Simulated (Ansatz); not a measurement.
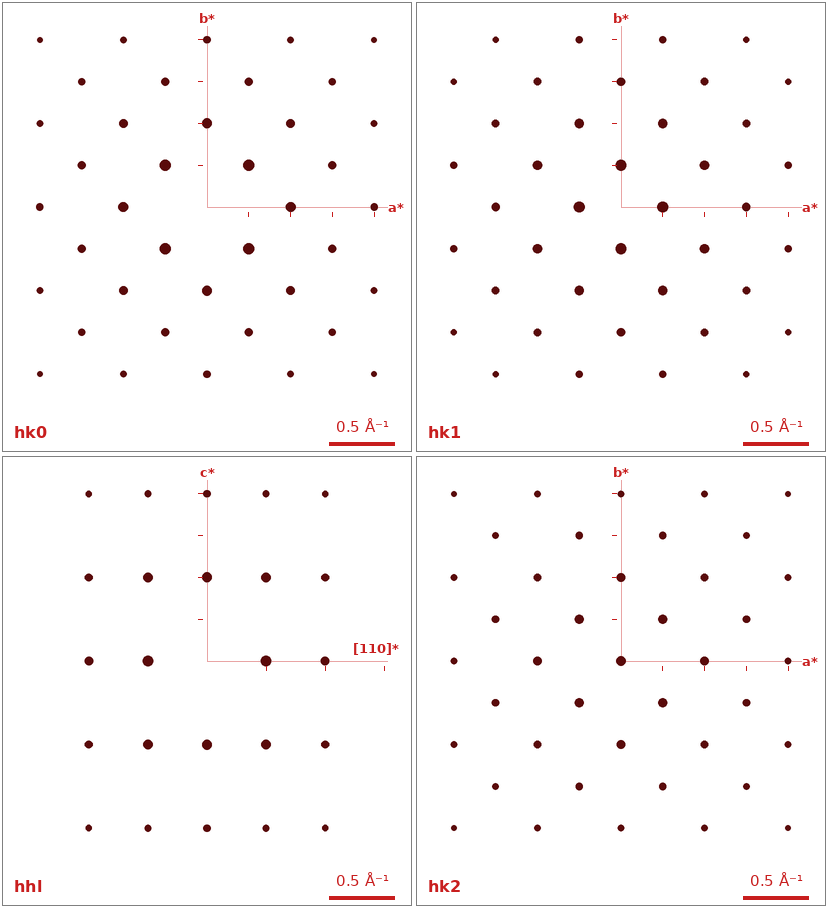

Four undistorted layers of reciprocal space, calculated for a single crystal (X-rays, kinematic |F|², B = 0.5 Å²). Tick marks count the reciprocal lattice steps of the conventional cell along each axis.

The compound is Zn. Structure: the geometry relaxed with Ansatz 0.2.0, DFT, r2SCAN, plane waves (500 eV) with PAW, scalar-relativistic; the starting structure was generated, so it need not be a known form of this composition.

Question: Read the reciprocal cell and give the direct cell.

Answer: a* = 0.326, b* = 0.326, c* = 0.326 Å⁻¹; the cell is cubic with a = 3.07 Å.

Question: Which reflection conditions do the layers show?

Answer: Reflections are present only under these conditions. hkl: h + k + l = 2n; hk0: h + k = 2n; hhl: l = 2n; h00: h = 2n. The lattice is body-centred (I).

Question: Which space groups fit?

Answer: The intensities have Laue symmetry m-3m (the hk0 layer shows 4mm, hk1 shows 4mm). With these conditions the candidates are I432 (No. 211), I-43m (No. 217), Im-3m (No. 229). Diffraction geometry alone does not choose among them; the structure has Im-3m.
